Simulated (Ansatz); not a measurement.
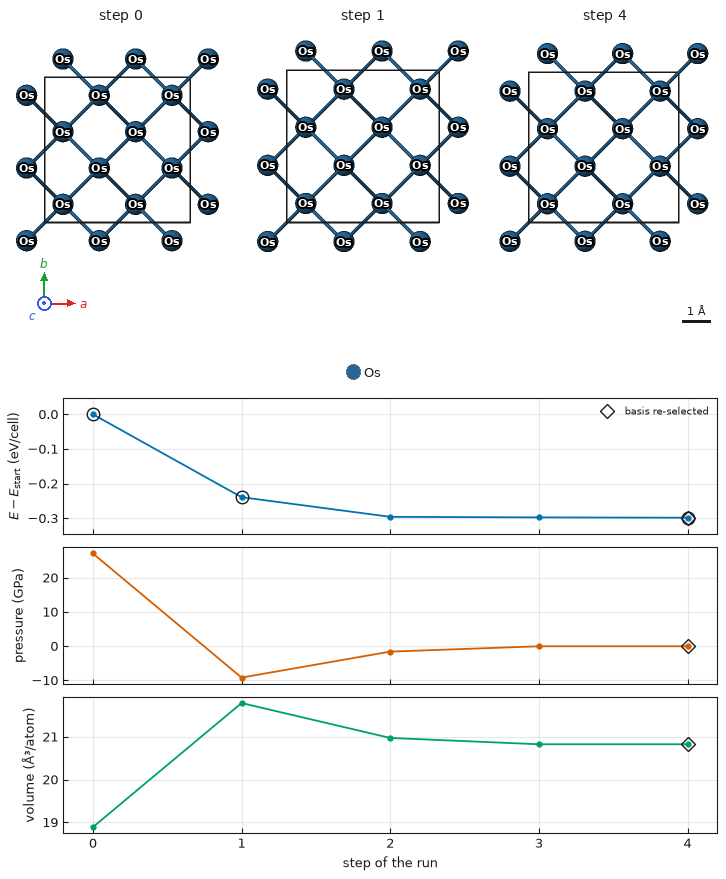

Frames of a relaxation of a crystal of Os (a generated structure, set up in Fd-3m), marked on the history of the run. Style: ball-and-stick. Shown: the conventional cell (4 times the calculation's cell), along the c axis. Lengths and directions refer to the drawn axes.

Phase: diamond.

These are results of DFT, PBEsol, plane waves (420 eV) with PAW, scalar-relativistic in Ansatz 0.2.0, not measurements. (plane-wave cutoff 420 eV; k-point mesh 10 × 10 × 10; occupations fermi dirac; smearing width 0.1 eV; no spin polarisation; cell and atoms relaxed; force threshold 0.01 eV/Å; at most 60 steps)

Question: Describe the path.

Answer: The atoms keep their places relative to the cell (all moves are under 0.005 Å). The volume changes by +10.2 %, with a = b = c 5.326 → 5.502 Å (+3.3 %). Near-neighbour distances that change, for instance: Os–Os 2.306 → 2.383 Å. The space group stays Fd-3m (No. 227). Over 3 accepted moves (4 points after the start) the energy falls by 0.298 eV per cell of the calculation. All forces vanish by symmetry, so only the cell relaxes. Pressure: 27.06 GPa at the start and −0.05 GPa at the end. At 1 point the geometry stayed and the basis and grid were re-selected for the new cell (energy shift of 0.9 meV per cell of the calculation at most each time). The program noted that a PAW file was made for another functional than the run's. The run took 2.9 s on 2 threads of Intel(R) Xeon(R) Platinum 8488C (Sapphire Rapids), on a shared host, peak memory 0.4 GiB. From step 0 to 1: volume +15.3 %, energy −0.239 eV per cell of the calculation. From step 1 to 4: volume −4.4 %, energy −59.2 meV per cell of the calculation.

| step | E − E(0), meV/atom | pressure, GPa | volume, Å³/atom | note |
| --- | --- | --- | --- | --- |
| 0 | 0.00 | 27.06 | 18.888 |  |
| 1 | -119.58 | -9.19 | 21.788 |  |
| 2 | -147.95 | -1.60 | 20.972 |  |
| 3 | -148.75 | -0.05 | 20.824 |  |
| 4 | -149.19 | -0.05 | 20.824 | same geometry, new basis |
